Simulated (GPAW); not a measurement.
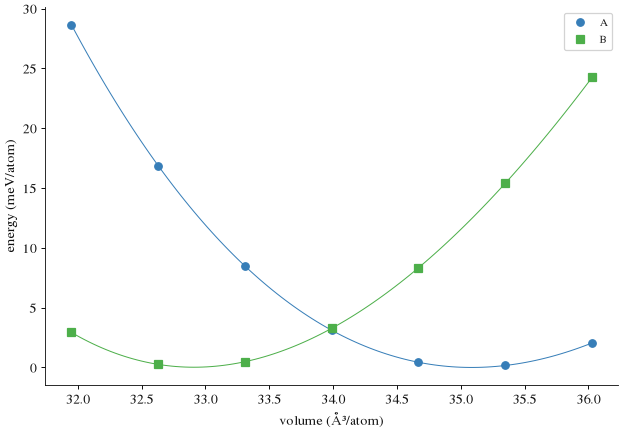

The figure compares two calculations of the energy against volume, each curve from its own zero. The first is for Br, space group Cmce (No. 64).

The cell holds 4 atoms.

Computed with GPAW 26.7.0: PAW DFT in plane waves, on a grid or in atomic orbitals, no spin polarisation; energies at scaled volumes of the given cell, shape and fractions fixed, counted from the fit's minimum, third-order Birch-Murnaghan fit. Level: r2SCAN.

| setting | value |
| --- | --- |
| k mesh | 6×6×3 |
| occupations | Fermi–Dirac |
| smearing width | 0.05 eV |
| potentials | GPAW PAW data sets (gpaw data 1.2.1) |
| wave cutoff | 600 eV |
| program settings | basis pw |

In the second, the level changes from r2SCAN to LDA.

**Which of A and B is the second calculation, and what did the change do?**

B. The equilibrium volume falls from 35.09 to 32.91 Å³/atom (−6.2 %) and the bulk modulus rises from 27.3 to 31.4 GPa (+15 %).

For r2SCAN, limits of the calculation: shape and atomic fractions are frozen while scaling, which makes layered, chain and framework solids too stiff.

For LDA, limits of the calculation: shape and atomic fractions are frozen while scaling, which makes layered, chain and framework solids too stiff.

V0 and the bulk modulus come from third-order Birch–Murnaghan fits.
